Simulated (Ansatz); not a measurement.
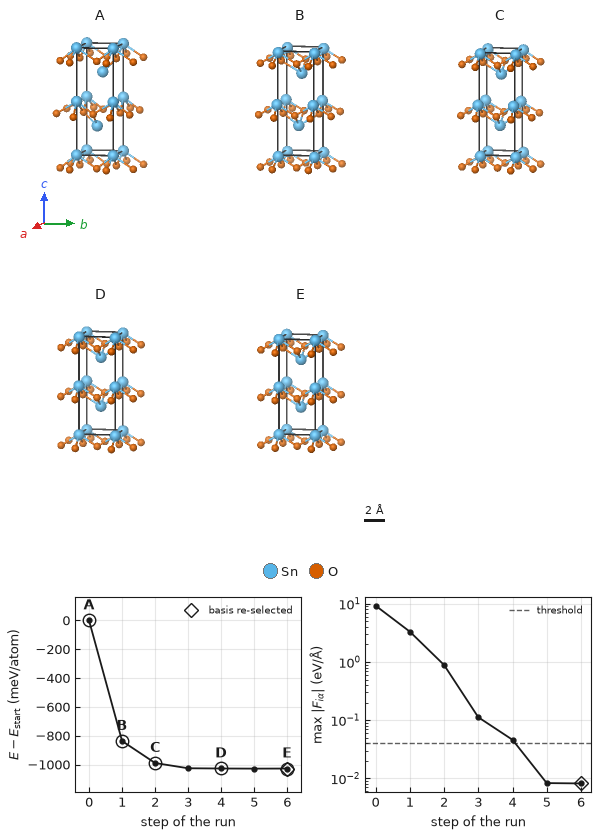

Frames of a relaxation of crystalline SnO (built on the database_36 type) (coarse preliminary run), marked on the history of the run. A ball-and-stick model of the cell of the calculation, seen slightly off an axis.

Case: structure reported for this formula (Cmc2_1, No. 36).

All numbers below come from Ansatz 0.2.0, DFT r2SCAN, scalar-relativistic, plane waves, PAW. Settings: plane-wave cutoff 500 eV; k-point mesh 4 × 4 × 2; occupations gaussian; smearing width 0.1 eV; no spin polarisation; cell and atoms relaxed; force threshold 0.04 eV/Å; at most 70 steps.

What happens along the run?

Answer. The energy falls by 1027 meV per atom in 5 accepted moves (6 points after the start). The largest force component goes from 9.3 to 0.0082 eV/Å. Pressure: 7.06 GPa at the start and 0.04 GPa at the end. At 1 point the geometry stayed and the basis and grid were re-selected for the new cell (energy shift of 0.5 meV per atom at most each time). The largest moves relative to the cell, 0.38 Å, are those of O atoms. Largest moves by element: O 0.38 Å, Sn 0.33 Å. Cell: a = b 3.799 → 3.808 Å (+0.2 %), c 11.120 → 9.872 Å (−11.2 %), γ 97.7° → 90.0°. Volume −10.0 %. Some distances before and after: O–O 1.800 → 2.692 Å, O–Sn 2.765 → 2.223 Å, O–Sn 2.527 → 2.223 Å, O–Sn 1.992 → 2.223 Å. New bonds form: O–Sn (2.77 → 2.22 Å). Bond angles that change, for instance: Sn–O–Sn 127.7° → 105.5°, Sn–O–Sn 108.3° → 117.8°, O–Sn–O 108.3° → 117.8°. The space group (tolerance 0.01 Å) goes from Cmc2_1 (No. 36) to Cmce (No. 64). The run took 85 s on 4 threads of Arm Neoverse N1 (shared host), peak memory 0.78 GiB. From step 0 to 1: O atoms move most (0.19 Å), volume −3.5 %, energy −836 meV per atom. From step 1 to 2: Sn atoms move most (0.12 Å), volume −3.5 %, energy −152 meV per atom. From step 2 to 4: Sn atoms move most (0.15 Å), volume −1.0 %, energy −38.0 meV per atom. From step 4 to 6: Sn atoms move most (0.03 Å), volume −2.3 %, energy −0.4 meV per atom.
